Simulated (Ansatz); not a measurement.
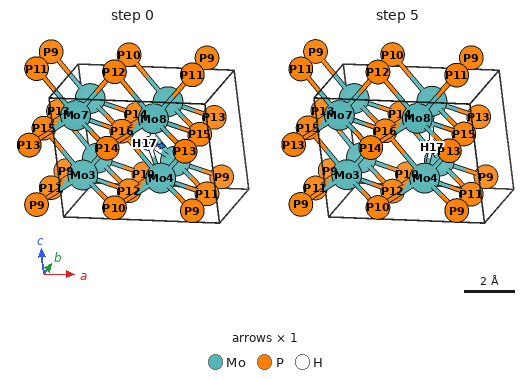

The structure of a defect cell of composition Mo$_{8}$P$_{8}$H before (left) and after (right) a relaxation, at one scale. The blue arrows give the displacements, at their true length.

The picture is a ball-and-stick view of the cell of the calculation (origin shifted), seen slightly off an axis.

Case: H interstitial, charge +0, atoms relaxed. The atoms of the start lie slightly off their symmetric places, so part of the fall in energy undoes that.

All numbers below come from DFT PBE, scalar-relativistic, plane waves, PAW in Ansatz 0.2.0. Set-up: plane-wave cutoff 420 eV; k-point mesh 4 × 4 × 4; occupations gaussian; smearing width 0.1 eV; no spin polarisation; atoms relaxed in a fixed cell; force threshold 0.02 eV/Å; at most 60 steps.

Q: What changed between the two?

A: The H atom moves most: 0.74 Å roughly along +a. By element the largest moves are H 0.74 Å, P 0.07 Å, Mo 0.05 Å. The cell stays as it was. Among the contacts that change: H–Mo 2.109 → 1.884 Å, H–Mo 2.051 → 1.885 Å, H–Mo 1.941 → 1.885 Å, Mo–P 2.460 → 2.433 Å. Among the angles between lasting bonds that change: Mo–H–Mo 102.3° → 120.0°, Mo–H–Mo 106.2° → 120.0°, Mo–H–Mo 108.5° → 120.0°. After 4 accepted moves (5 points after the start) the energy has fallen by 0.531 eV per cell of the calculation. The largest force component goes from 1.4 to 0.016 eV/Å. 1 step only repeated the SCF at the same geometry.

Limits of the set-up: the periodic images lie only 6.4 Å apart, so the values are limited by the cell's size.
